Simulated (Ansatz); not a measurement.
# A hole started on a pair of O atoms pulled together in HfO2 (P2_1/c), part 2 of 2

Question: is an added hole in HfO2 (P2_1/c) a free carrier or a small polaron? The trial puts it on a pair of O atoms pulled together. The model is a cell of 96 host atoms; several levels of theory are compared, with their cost.

Ansatz 0.2.0; plane-wave PAW DFT, PBE0 form with 0.202 exact exchange; relaxation of all atoms of a supercell at fixed charge in a uniform background; PAW set soft_1.

So far. Step 2 (Relaxation with the hole, PBE0 (α = 0.202)): The sizes of the moments in the atoms' spheres add to about 1.2 μB, shared by about 18 atoms in effect: the carrier has spread out.

In doubt: the hybrid run may have settled on a false gap or state (in some of the runs), so the values of those runs are not to be relied on.

## (4) States in the gap, PBE0 (α = 0.202)

Level of this step: plane-wave PAW DFT, PBE0 form with 0.202 exact exchange; single point of a supercell at fixed charge in a uniform background; PAW set soft_1 (Ansatz).

A single point on the relaxed atoms asks for the levels and how far each is spread.

File qp1_M1_trap.hyb/input.yaml:

```yaml
crystal:
  checkpoint: "../qp1_M1_trap.hrelax.run"
  host: checkpoint
total_charge: 1
basis:
  ecutwfc: 420
  xc_grid: 2
hamiltonian:
  xc: { preset: pbe0, exx: 0.202 }
  pseudopotentials: { kind: paw, azcp: { folder: soft_1 } }
kpoints:
  mp_grid: { grid: [1, 1, 1] }
magnetization:
  spin_polarized: true
  initial_magnetization: 1
  spin_locking: { lock_magnetization: hard }
scf:
  occupations: { method: fixed }
  max_iter: 80
output:
  forces: true
  charged_corrections:
    epsilon: [[5.04, 0.0, 0.14], [0.0, 5.07, 0.0], [0.14, 0.0, 4.75]]
    static_epsilon: [[20.65, 0.0, 1.35], [0.0, 18.84, 0.0], [1.35, 0.0, 15.26]]
    defect_position: [0.656041, 0.605185, 0.46519]
  eigenvalues: true
  eigenstates: { localisation: true }
  efg: {}
checkpoint:
  read: "../qp1_M1_trap.hrelax.run"
  write: "../qp1_M1_trap.hyb.run"
  compress: false
  write_wavefunctions: true
  write_every: 100000
```

On the command line:

```
$ ansatz run input.yaml --threads 32 --pin off --max-ram 84787MiB --backend cuda --events-out ev --progress --plain --runs-dir out --max-vram 78GiB
```

Numbers of over 12 decimals in the logs are rounded to 6 here.

The program printed:

```text
[...]
crystal.checkpoint: the structure is that of <dir>, a `relax` run, at its step 8: its result, under {"exchange":"pbe","correlation":"pbe","exx":{"coeff":0.202,"omega":null}} at a charge of 1 e; 96 atoms read, 2 with a starting moment; [...]
Hf: output.efg is read without spin–orbit coupling, which moves field gradients at and beside such atoms by some per cent and up to a factor of two; PAW files take it under magnetization.noncollinear and magnetization.spin_orbit
[...]
device memory: the entry about to start is reckoned to put 9.6 GiB on a device that reports 168.9 GiB free (of which the cap on the GPU budget leaves the run 78.0 GiB)
GPU FFT provider: cuFFT
GPU libraries: cuBLAS 13.8.1, cuFFT 12.4.0, cuSOLVER 12.3.2
GPU matrix products: emulated (plane waves: as basis.precision tells), large ones in fixed point in workspaces of 1.00 GiB
Crystal: 96 atoms, lattice volume = 1096.995 Å³
Basis set: ecut = 420 eV, 21487 PW (Γ), exchange–correlation on 144×144×144 points (8 copies of the dense FFT grid, shifted against one another)
Bands: 730, of which v1, the nominal top of the filled ones, is band 608 counted from 1 (607 counted from 0)
Symmetry: 1 space group operations
[...]
k-points: 1
[...]
Stability of the state it starts from, as read at its close in the collinear treatment: not read, because the functional holds exact exchange (a hybrid, or Hartree-Fock), whose exchange loop this test does not read (fock_operator); its run was given moments
[...]
GPU buffer pool allocated for 373248 grid points (all kernels)
[...]
the search or the solves at the SCF's close seem to have found levels that the self-consistency loop had missed (the run counts 2). By its estimate they hold under 1e-12 electrons; where the run keeps them, the occupations were computed again with them
WARN: the filled states extend beyond the cell (their overlap across the Brillouin zone is 0.000, against 0 in a metal and nearly 1 for localised states). With one k-point a hybrid's gap, moments and forces can then be wrong. [...]
this state was not tested for a lower state beside it, because the functional holds exact exchange (a hybrid, or Hartree-Fock), whose exchange loop this test does not read (fock_operator); [...]
[...]
Magnetization: 1.0000 μB (608.0000 up, 607.0000 down)
Absolute magnetization: 1.4180 μB (∫|ρ↑−ρ↓|, with the PAW one-centre terms)
[...]
Per-site moments (μB) at R_I (Å): [(-8.142229620024628e-5, 0.840639), (-0.00299812, 0.845894), (-0.00299474, 0.845907), [... 6 left out ...]
Free energy (F): -539560.406493 eV
[...]
Internal energy: -539560.406493 eV  (E = F + TS)
E sigma→0 (E₀):  -539560.406493 eV
Fermi energy:    11.924482 (↑ 11.924482, ↓ 11.917556) eV
[...]
--- Forces (eV/Å), atoms counted from 1 ---
  atom   1  Hf     0.00803779     0.00036886     0.00249705
  atom   2  Hf     0.00590075    -0.00277602     0.00296628
  [... 4 atoms left out ...]
  [... 90 more lines of this table ...]
  max |Σ_I F_I| component: 3.16e-6 eV/Å
--- PAW observables at the nuclei: V_zz in 10²¹ V/m², potentials from the cell's mean, atoms counted from 1 ---
  [...]
F Makov-Payne    = n/a  (the rows are of the electrons' constant alone; ansatz place-levels tells what screens the charge)
[...]
--- Band table (eV) ---
[...]
```

Wall time 21 s (1 × NVIDIA GB200 with 32 threads of Arm Neoverse V2, shared host); peak memory 3 GiB.

States next to the filling edge at the first k-point, on the run's own zero (eigenstates.tsv). The participation number counts the atoms that a state is spread over, of 96; bands count from 0.

| spin | band | energy (eV) | occupation | participation | largest share on | share |
| --- | --- | --- | --- | --- | --- | --- |
| down | 601 | 11.554 | 1.00 | 30.9 | O96 | 0.06 |
| down | 602 | 11.554 | 1.00 | 31.0 | O11 | 0.06 |
| down | 603 | 11.604 | 1.00 | 21.8 | O46 | 0.07 |
| down | 604 | 11.604 | 1.00 | 21.8 | O23 | 0.07 |
| down | 605 | 11.757 | 1.00 | 68.9 | O95 | 0.02 |
| down | 606 | 11.918 | 1.00 | 18.2 | O24 | 0.06 |
| down | 607 | 12.876 | 0.00 | 17.9 | O22 | 0.06 |
| down | 608 | 17.978 | 0.00 | 73.6 | Hf15 | 0.02 |
| down | 609 | 18.357 | 0.00 | 70.0 | Hf51 | 0.02 |
| down | 610 | 18.357 | 0.00 | 70.0 | Hf50 | 0.02 |
| down | 611 | 18.465 | 0.00 | 72.2 | Hf38 | 0.02 |
| up | 602 | 11.446 | 1.00 | 44.7 | O36 | 0.03 |
| up | 603 | 11.446 | 1.00 | 44.7 | O8 | 0.03 |
| up | 604 | 11.472 | 1.00 | 34.2 | O24 | 0.04 |
| up | 605 | 11.664 | 1.00 | 19.4 | O10 | 0.06 |
| up | 606 | 11.738 | 1.00 | 68.9 | O95 | 0.02 |
| up | 607 | 11.925 | 1.00 | 19.1 | O24 | 0.06 |
| up | 608 | 17.986 | 0.00 | 73.6 | Hf15 | 0.02 |
| up | 609 | 18.362 | 0.00 | 69.4 | Hf51 | 0.02 |
| up | 610 | 18.362 | 0.00 | 69.4 | Hf50 | 0.02 |
| up | 611 | 18.473 | 0.00 | 72.3 | Hf1 | 0.02 |
| up | 612 | 18.539 | 0.00 | 70.7 | Hf38 | 0.02 |

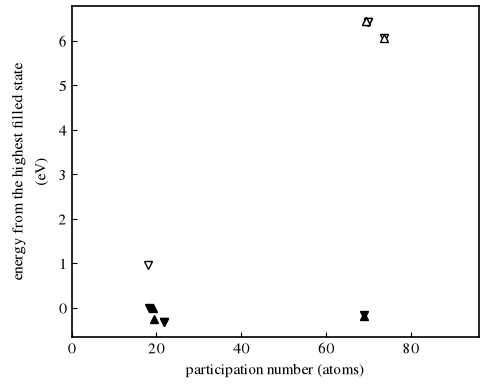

States next to the filling edge at the first k-point: energy against spread. Filled marks are occupied, open marks empty; triangles up and down are the spins.

Under PBE0 form with 0.202 exact exchange at the zone centre alone, the highest filled state is spin up, spread over 19 of 96 atoms, and the lowest empty one, 0.95 eV above it, is spin down, spread over 18 of 96 atoms.

Uncorrected and at zero smearing, the relaxed cell lies 0.10 eV below the carrier in the undistorted cell.

No level is given here: the program refused to align this charged cell with the host.

## (5) Relaxing again with PBEsol

As a control, the same structure relaxes without exact exchange or U. The start is the structure of PBE0 (α = 0.202), where the carrier had already spread, so this step is a weak test of trapping.

File qp1_M1_trap.semirelax/input.yaml:

```yaml
crystal:
  checkpoint: "../qp1_M1_trap.hrelax.run"
  host: checkpoint
total_charge: 1
basis:
  ecutwfc: 420
  xc_grid: 2
hamiltonian:
  xc: pbesol
  pseudopotentials: { kind: paw, azcp: { folder: soft_1 }, xc_functional: pbe }
kpoints:
  mp_grid: { grid: [1, 1, 1] }
magnetization:
  spin_polarized: true
  initial_magnetization: 1
  spin_locking: { lock_magnetization: hard }
scf:
  occupations: { method: fermi_dirac, width: 0.01 }
  max_iter: 80
output:
  forces: true
  charged_corrections:
    epsilon: [[5.04, 0.0, 0.14], [0.0, 5.07, 0.0], [0.14, 0.0, 4.75]]
    static_epsilon: [[20.65, 0.0, 1.35], [0.0, 18.84, 0.0], [1.35, 0.0, 15.26]]
    defect_position: [0.656041, 0.605185, 0.46519]
relax:
  f_tol: 0.02
  max_steps: 60
  escape_saddle: false
checkpoint:
  read: "../qp1_M1_trap.hrelax.run"
  write: "../qp1_M1_trap.semirelax.run"
  compress: false
  write_wavefunctions: true
  write_every: 100000
```

The job ended after 5.2 s (1 × NVIDIA GB200 with 32 threads; peak memory 2.3 GiB; 18 s of CPU time).

The relaxation took 4 steps and gained 0.04 eV.

From the single point at the end of this step. The sizes of the moments in the atoms' spheres add to about 1.1 μB, shared by more than 30 atoms in effect: the carrier has spread out.

No level is given here: the program refused to align this charged cell with the host.

## (6) All levels of theory side by side

| level of theory | atoms | atoms that share the moment | localised | time for the trial state |
| --- | --- | --- | --- | --- |
| PBE0 (α = 0.202) † | relaxed | about 18 | no | 2.1 min |
| PBEsol | relaxed | more than 30 | no | 11 s |

† Here the hybrid relaxation or its single point carries a warning about the state that it reached (a narrow gap in its semilocal warm-up or between frontier levels), so a lower state with the carrier may exist.

## (7) Summary of results

```
carrier localised (PBEsol)                            : no
state found, lowest state in doubt (PBE0 (α = 0.202)) : spread out
```

What this shows: With PBE0 (α = 0.202) the hole did not stay localised from this start: it is shared by about 18 of the 96 atoms in effect. The hybrid relaxation or its single point carries a warning about the state that it reached (a narrow gap in its semilocal warm-up or between frontier levels), so a lower state with the carrier may exist; the numbers describe the state found. It spreads at every relaxed level of theory in the table. Semilocal functionals favour spread carriers, so their answer alone decides nothing. A relaxation step took 13 s with PBE0 (α = 0.202) and 1.3 s with PBEsol. The point with the carrier in the undistorted cell ran without the search for lower states. One trial site was relaxed, so another site or form can lie lower. Keep in mind: sampling at the zone centre alone can move energies of charged and open-shell states by tenths of an eV or more in cells of this size; spin–orbit coupling, which can matter with heavy atoms, is left out.

[Logs are printed without paths, hosts, clocks, repeated set-up lines and the standing remarks that a program may print on its own settings, such as how far it seeks lower states.]

[Hosts, paths, dates, database ids (printed as entryN), source tags and the programs' standing remarks are cut or masked in the printed files.]

[For some hosts the program warned that the k-mesh of the response run may be too coarse for force constants and the static dielectric constant; such warnings are not shown here.]
